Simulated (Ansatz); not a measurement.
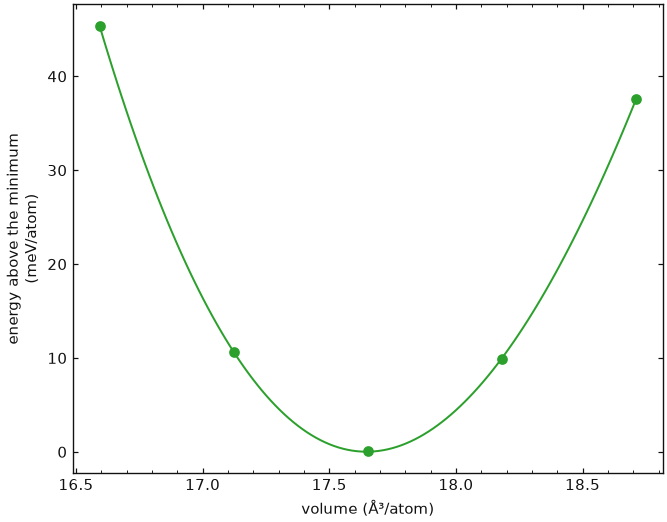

Plotted: energy above the minimum against volume for Ta, space group Im-3m (No. 229).

The given structure:
```yaml
crystal:
  lattice:
    - [-1.64026, 1.64026, 1.64026]
    - [1.64026, -1.64026, 1.64026]
    - [1.64026, 1.64026, -1.64026]
  atoms:
    - { symbol: Ta, position: [0.00000, 0.00000, 0.00000] }
```

How it was computed, with Ansatz 0.2.0: third-order Birch-Murnaghan fit to density functional energies at scaled volumes of the given relaxed cell, shape and atoms relaxed at each volume; energies count from the fitted minimum; plane waves with PAW datasets, Γ-centred k mesh. Level: PBEsol, no spin polarisation.

wave cutoff 420 eV; k mesh 18×18×18; occupations Gaussian; smearing width 0.1 eV.

From this curve and the settings, what does the calculation give for the pressure at the same points?

The pressure falls from 14.58 GPa at volume 16.593 Å³/atom to −10.80 GPa at 18.711 Å³/atom, and changes sign near 17.65 Å³/atom.

| volume (Å³/atom) | pressure (GPa) |
| --- | --- |
| 16.593 | 14.58 |
| 17.123 | 6.69 |
| 17.652 | −0.02 |
| 18.182 | −5.78 |
| 18.711 | −10.80 |
